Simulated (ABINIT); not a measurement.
## Si: geometry relaxation (part 2 of 2)

Continued. System: Si (Fd-3m, 2 atoms in the cell). Method: Kohn-Sham DFT of a periodic cell, PBEsol, PseudoDojo NC SR PBEsol v0.4.1 standard, no spin polarisation (ABINIT 10.8.3); cutoff 489.81 eV, 6×6×6 k-mesh, fermi-dirac of 0.05 eV. The structure derives from a Materials Project entry.

Geometry of the input (Å; fractional positions):
```
0.0000  2.7219  2.7219
2.7219  0.0000  2.7219
2.7219  2.7219  0.0000
Si 0.5000  0.5000  0.5000
Si 0.7500  0.7500  0.7500
```

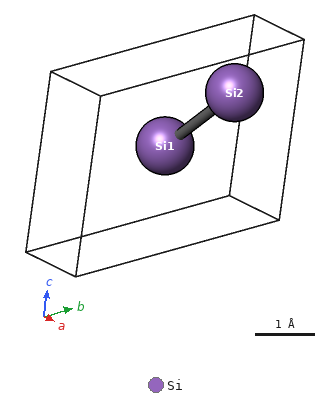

The geometry at step 1 of the log (ball-and-stick view of the cell of the calculation, seen slightly off an axis; atoms are numbered from 1 in the order of the input).

**Log, continued**
```
 Cartesian components of stress tensor (hartree/bohr^3)
  sigma(1 1)=  1.37735816E-05  sigma(3 2)=  0.00000000E+00
  sigma(2 2)=  1.37735816E-05  sigma(3 1)=  0.00000000E+00
  sigma(3 3)=  1.37735816E-05  sigma(2 1)=  0.00000000E+00

--- !ResultsGS
iteration_state: {dtset: 1, itime: 2, icycle: 1, }
comment   : Summary of ground state results
lattice_vectors:
- [  0.0000000,   5.1405972,   5.1405972, ]
- [  5.1405972,   0.0000000,   5.1405972, ]
- [  5.1405972,   5.1405972,   0.0000000, ]
lattice_lengths: [   7.26990,    7.26990,    7.26990, ]
lattice_angles: [ 60.000,  60.000,  60.000, ] # degrees, (23, 13, 12)
lattice_volume:   2.7168816E+02
convergence: {deltae: -5.862E-14, res2:  2.619E-13, residm:  2.388E-07, diffor: null, }
etotal    :  -8.46205981E+00
entropy   :   0.00000000E+00
fermie    :   1.77404527E-01
cartesian_stress_tensor: # hartree/bohr^3
- [  1.37735816E-05,   0.00000000E+00,   0.00000000E+00, ]
- [  0.00000000E+00,   1.37735816E-05,   0.00000000E+00, ]
- [  0.00000000E+00,   0.00000000E+00,   1.37735816E-05, ]
pressure_GPa:  -4.0523E-01
xred      :
- [  5.0000E-01,   5.0000E-01,   5.0000E-01, Si]
- [  7.5000E-01,   7.5000E-01,   7.5000E-01, Si]
cartesian_forces: # hartree/bohr
- [ -0.00000000E+00,  -0.00000000E+00,  -0.00000000E+00, ]
- [ -0.00000000E+00,  -0.00000000E+00,  -0.00000000E+00, ]
force_length_stats: {min:   0.00000000E+00, max:   0.00000000E+00, mean:   0.00000000E+00, }
...

 Integrated electronic density in atomic spheres:
 ------------------------------------------------
 Atom  Sphere_radius  Integrated_density
    1        2.00000          1.78804148
    2        2.00000          1.75596659

---OUTPUT-----------------------------------------------------------------------

 Cartesian coordinates (xcart) [bohr]
  5.14059716284518E+00  5.14059716284518E+00  5.14059716284518E+00
  7.71089574426777E+00  7.71089574426777E+00  7.71089574426777E+00
 Reduced coordinates (xred)
  5.00000000000000E-01  5.00000000000000E-01  5.00000000000000E-01
  7.50000000000000E-01  7.50000000000000E-01  7.50000000000000E-01
 Cartesian forces (fcart) [Ha/bohr]; max,rms= 0.00000E+00 0.00000E+00 (free atoms)
 -0.00000000000000E+00 -0.00000000000000E+00 -0.00000000000000E+00
 -0.00000000000000E+00 -0.00000000000000E+00 -0.00000000000000E+00
 Gradient of E wrt nuclear positions in reduced coordinates (gred)
  0.00000000000000E+00  0.00000000000000E+00  0.00000000000000E+00
  0.00000000000000E+00  0.00000000000000E+00  0.00000000000000E+00
 Scale of Primitive Cell (acell) [bohr]
  7.26990222639231E+00  7.26990222639231E+00  7.26990222639231E+00
 Real space primitive translations (rprimd) [bohr]
  0.00000000000000E+00  5.14059716284518E+00  5.14059716284518E+00
  5.14059716284518E+00  0.00000000000000E+00  5.14059716284518E+00
  5.14059716284518E+00  5.14059716284518E+00  0.00000000000000E+00
 Unitary Cell Volume (ucvol) [Bohr^3]=  2.71688159819104E+02
 Angles (23,13,12)= [degrees]
  6.00000000000000E+01  6.00000000000000E+01  6.00000000000000E+01
 Lengths [Bohr]
  7.26990222639231E+00  7.26990222639231E+00  7.26990222639231E+00
 Stress tensor in cartesian coordinates (strten) [Ha/bohr^3]
  1.37735815566773E-05  0.00000000000000E+00  0.00000000000000E+00
  0.00000000000000E+00  1.37735815566777E-05  0.00000000000000E+00
  0.00000000000000E+00  0.00000000000000E+00  1.37735815566771E-05
 Total energy (etotal) [Ha]= -8.46205980576118E+00

 Difference of energy with previous step (new-old):
           Absolute (Ha)=-7.72386E-06
           Relative     =-9.12764E-07

--- Iteration: ( 3/50) Internal Cycle: (1/1)
--------------------------------------------------------------------------------

---SELF-CONSISTENT-FIELD CONVERGENCE--------------------------------------------

--- !BeginCycle
iteration_state: {dtset: 1, itime: 3, icycle: 1, }
solver: {iscf: 7, nstep: 80, nline: 4, wfoptalg: 0, }
tolerances: {tolvrs: 1.00E-12, }
...

     iter   Etot(hartree)      deltaE(h)  residm     vres2
 ETOT  1  -8.4620655250174    -8.462E+00 9.117E-08 1.120E-02
 ETOT  2  -8.4620678495281    -2.325E-06 3.005E-08 7.583E-04
 ETOT  3  -8.4620679648151    -1.153E-07 1.620E-08 1.409E-05
 ETOT  4  -8.4620679661070    -1.292E-09 5.987E-08 3.709E-08
 ETOT  5  -8.4620679661092    -2.153E-12 4.112E-09 1.312E-10
 ETOT  6  -8.4620679661092    -2.487E-14 1.648E-08 1.637E-12
 ETOT  7  -8.4620679661092    -4.796E-14 2.139E-09 5.312E-15

 At SCF step    7       vres2   =  5.31E-15 < tolvrs=  1.00E-12 =>converged.

 Cartesian components of stress tensor (hartree/bohr^3)
  sigma(1 1)= -1.17906733E-07  sigma(3 2)=  0.00000000E+00
  sigma(2 2)= -1.17906733E-07  sigma(3 1)=  0.00000000E+00
  sigma(3 3)= -1.17906733E-07  sigma(2 1)=  0.00000000E+00

--- !ResultsGS
iteration_state: {dtset: 1, itime: 3, icycle: 1, }
comment   : Summary of ground state results
lattice_vectors:
- [  0.0000000,   5.1330807,   5.1330807, ]
- [  5.1330807,   0.0000000,   5.1330807, ]
- [  5.1330807,   5.1330807,   0.0000000, ]
lattice_lengths: [   7.25927,    7.25927,    7.25927, ]
lattice_angles: [ 60.000,  60.000,  60.000, ] # degrees, (23, 13, 12)
lattice_volume:   2.7049814E+02
convergence: {deltae: -4.796E-14, res2:  5.312E-15, residm:  2.139E-09, diffor: null, }
etotal    :  -8.46206797E+00
entropy   :   0.00000000E+00
fermie    :   1.78695366E-01
cartesian_stress_tensor: # hartree/bohr^3
- [ -1.17906733E-07,   0.00000000E+00,   0.00000000E+00, ]
- [  0.00000000E+00,  -1.17906733E-07,   0.00000000E+00, ]
- [  0.00000000E+00,   0.00000000E+00,  -1.17906733E-07, ]
pressure_GPa:   3.4689E-03
xred      :
- [  5.0000E-01,   5.0000E-01,   5.0000E-01, Si]
- [  7.5000E-01,   7.5000E-01,   7.5000E-01, Si]
cartesian_forces: # hartree/bohr
- [ -0.00000000E+00,  -0.00000000E+00,  -0.00000000E+00, ]
- [ -0.00000000E+00,  -0.00000000E+00,  -0.00000000E+00, ]
force_length_stats: {min:   0.00000000E+00, max:   0.00000000E+00, mean:   0.00000000E+00, }
...

 Integrated electronic density in atomic spheres:
 ------------------------------------------------
 Atom  Sphere_radius  Integrated_density
    1        2.00000          1.78424980
    2        2.00000          1.75217011

---OUTPUT-----------------------------------------------------------------------

 Cartesian coordinates (xcart) [bohr]
  5.13308073900107E+00  5.13308073900107E+00  5.13308073900107E+00
  7.69962110850161E+00  7.69962110850161E+00  7.69962110850161E+00
 Reduced coordinates (xred)
  5.00000000000000E-01  5.00000000000000E-01  5.00000000000000E-01
  7.50000000000000E-01  7.50000000000000E-01  7.50000000000000E-01
 Cartesian forces (fcart) [Ha/bohr]; max,rms= 0.00000E+00 0.00000E+00 (free atoms)
 -0.00000000000000E+00 -0.00000000000000E+00 -0.00000000000000E+00
 -0.00000000000000E+00 -0.00000000000000E+00 -0.00000000000000E+00
 Gradient of E wrt nuclear positions in reduced coordinates (gred)
  0.00000000000000E+00  0.00000000000000E+00  0.00000000000000E+00
  0.00000000000000E+00  0.00000000000000E+00  0.00000000000000E+00
 Scale of Primitive Cell (acell) [bohr]
  7.25927239785143E+00  7.25927239785143E+00  7.25927239785143E+00
 Real space primitive translations (rprimd) [bohr]
  0.00000000000000E+00  5.13308073900107E+00  5.13308073900107E+00
  5.13308073900107E+00  0.00000000000000E+00  5.13308073900107E+00
  5.13308073900107E+00  5.13308073900107E+00  0.00000000000000E+00
 Unitary Cell Volume (ucvol) [Bohr^3]=  2.70498139191309E+02
 Angles (23,13,12)= [degrees]
  6.00000000000000E+01  6.00000000000000E+01  6.00000000000000E+01
 Lengths [Bohr]
  7.25927239785143E+00  7.25927239785143E+00  7.25927239785143E+00
 Stress tensor in cartesian coordinates (strten) [Ha/bohr^3]
 -1.17906733010723E-07  0.00000000000000E+00  0.00000000000000E+00
  0.00000000000000E+00 -1.17906733010506E-07  0.00000000000000E+00
  0.00000000000000E+00  0.00000000000000E+00 -1.17906733010506E-07
 Total energy (etotal) [Ha]= -8.46206796610924E+00

 Difference of energy with previous step (new-old):
           Absolute (Ha)=-8.16035E-06
           Relative     =-9.64345E-07

 At Broyd/MD step   3, gradients are converged :
  max grad (force/stress) = 1.1791E-05 < tolmxf= 2.0000E-05 ha/bohr (free atoms)

================================================================================

 ----iterations are completed or convergence reached----

 Mean square residual over all n,k,spin=   18.735E-12; max=  21.395E-10
 reduced coordinates (array xred) for    2 atoms
       0.500000000000      0.500000000000      0.500000000000
       0.750000000000      0.750000000000      0.750000000000
 rms dE/dt=  0.0000E+00; max dE/dt=  0.0000E+00; dE/dt below (all hartree)
    1       0.000000000000      0.000000000000      0.000000000000
    2       0.000000000000      0.000000000000      0.000000000000

 cartesian coordinates (angstrom) at end:
    1      2.71630934696172     2.71630934696172     2.71630934696172
    2      4.07446402044258     4.07446402044258     4.07446402044258

 cartesian forces (hartree/bohr) at end:
    1     -0.00000000000000    -0.00000000000000    -0.00000000000000
    2     -0.00000000000000    -0.00000000000000    -0.00000000000000
 frms,max,avg= 0.0000000E+00 0.0000000E+00   0.000E+00  0.000E+00  0.000E+00 h/b

 cartesian forces (eV/Angstrom) at end:
    1     -0.00000000000000    -0.00000000000000    -0.00000000000000
    2     -0.00000000000000    -0.00000000000000    -0.00000000000000
 frms,max,avg= 0.0000000E+00 0.0000000E+00   0.000E+00  0.000E+00  0.000E+00 e/A
 length scales=  7.259272397851  7.259272397851  7.259272397851 bohr
              =  3.841441518074  3.841441518074  3.841441518074 angstroms
 Fermi (or HOMO) energy (hartree) =   0.17870   Average Vxc (hartree)=  -0.34583
 Eigenvalues (hartree) for nkpt=  16  k points:
 kpt#   1, nband=  8, wtk=  0.00463, kpt=  0.0000  0.0000  0.0000 (reduced coord)
  -0.27160    0.16887    0.16887    0.16887    0.26109    0.26109    0.26109    0.28929
      occupation numbers for kpt#   1
   2.00000    1.99053    1.99053    1.99053    0.00000    0.00000    0.00000    0.00000
 prteigrs : prtvol=0 or 1, do not print more k-points.

--- !EnergyTerms
iteration_state     : {dtset: 1, itime: 3, icycle: 1, }
comment             : Components of total free energy in Hartree
kinetic             :  3.06288178187947E+00
hartree             :  5.40129241197960E-01
xc                  : -3.07461965447949E+00
Ewald energy        : -8.39542304988585E+00
psp_core            :  4.65197231958216E-01
local_psp           : -2.29994861836952E+00
non_local_psp       :  1.23971850556765E+00
internal            : -8.46206456213155E+00
'-kT*entropy'       : -3.40397768289771E-06
total_energy        : -8.46206796610924E+00
total_energy_eV     : -2.30264599865541E+02
band_energy         : -1.44044897831285E-01
...

 Cartesian components of stress tensor (hartree/bohr^3)
  sigma(1 1)= -1.17906733E-07  sigma(3 2)=  0.00000000E+00
  sigma(2 2)= -1.17906733E-07  sigma(3 1)=  0.00000000E+00
  sigma(3 3)= -1.17906733E-07  sigma(2 1)=  0.00000000E+00

-Cartesian components of stress tensor (GPa)         [Pressure=  3.4689E-03 GPa]
- sigma(1 1)= -3.46893585E-03  sigma(3 2)=  0.00000000E+00
- sigma(2 2)= -3.46893585E-03  sigma(3 1)=  0.00000000E+00
- sigma(3 3)= -3.46893585E-03  sigma(2 1)=  0.00000000E+00

== END DATASET(S) ==============================================================
================================================================================

 -outvars: echo values of variables after computation  --------
            acell      7.2592723979E+00  7.2592723979E+00  7.2592723979E+00 Bohr
           etotal     -8.4620679661E+00
            fcart     -0.0000000000E+00 -0.0000000000E+00 -0.0000000000E+00
                      -0.0000000000E+00 -0.0000000000E+00 -0.0000000000E+00
            rprim      0.0000000000E+00  7.0710678119E-01  7.0710678119E-01
                       7.0710678119E-01  0.0000000000E+00  7.0710678119E-01
                       7.0710678119E-01  7.0710678119E-01  0.0000000000E+00
           strten     -1.1790673301E-07 -1.1790673301E-07 -1.1790673301E-07
                       0.0000000000E+00  0.0000000000E+00  0.0000000000E+00
           xangst      2.7163093470E+00  2.7163093470E+00  2.7163093470E+00
                       4.0744640204E+00  4.0744640204E+00  4.0744640204E+00
             xred      5.0000000000E-01  5.0000000000E-01  5.0000000000E-01
                       7.5000000000E-01  7.5000000000E-01  7.5000000000E-01
 Calculation completed.
```

**Trajectory as extended XYZ (Å, eV, eV/Å), 3 frames, from step=0 to step=2**
```
2
Lattice="0.0000 2.7219 2.7219 2.7219 0.0000 2.7219 2.7219 2.7219 0.0000" Properties=species:S:1:pos:R:3:forces:R:3 step=0 energy=-230.26417
Si    2.7219    2.7219    2.7219    0.0000   0.0000   0.0000
Si    4.0828    4.0828    4.0828    0.0000   0.0000   0.0000
2
Lattice="0.0000 2.7203 2.7203 2.7203 0.0000 2.7203 2.7203 2.7203 0.0000" Properties=species:S:1:pos:R:3:forces:R:3 step=1 energy=-230.26438
Si    2.7203    2.7203    2.7203    0.0000   0.0000   0.0000
Si    4.0804    4.0804    4.0804    0.0000   0.0000   0.0000
2
Lattice="0.0000 2.7163 2.7163 2.7163 0.0000 2.7163 2.7163 2.7163 0.0000" Properties=species:S:1:pos:R:3:forces:R:3 step=2 energy=-230.26460
Si    2.7163    2.7163    2.7163    0.0000   0.0000   0.0000
Si    4.0745    4.0745    4.0745    0.0000   0.0000   0.0000
```

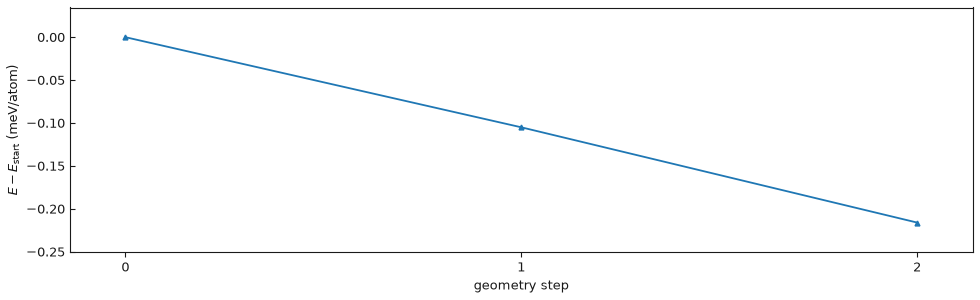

Progress of the relaxation, step by step (steps are counted from 0). No atom moves by more than 0.005 Å relative to the cell. The volume changes by −0.6 %, with a = b = c 5.444 → 5.433 Å (−0.2 %). Distances before and after: Si1–Si2 2.357 → 2.352 Å. The space group stays Fd-3m (No. 227). The energy falls by 0.2 meV per atom in 2 geometry steps. All forces vanish by symmetry, so only the cell relaxes. (Atoms are counted from 1 in the order of the input.)
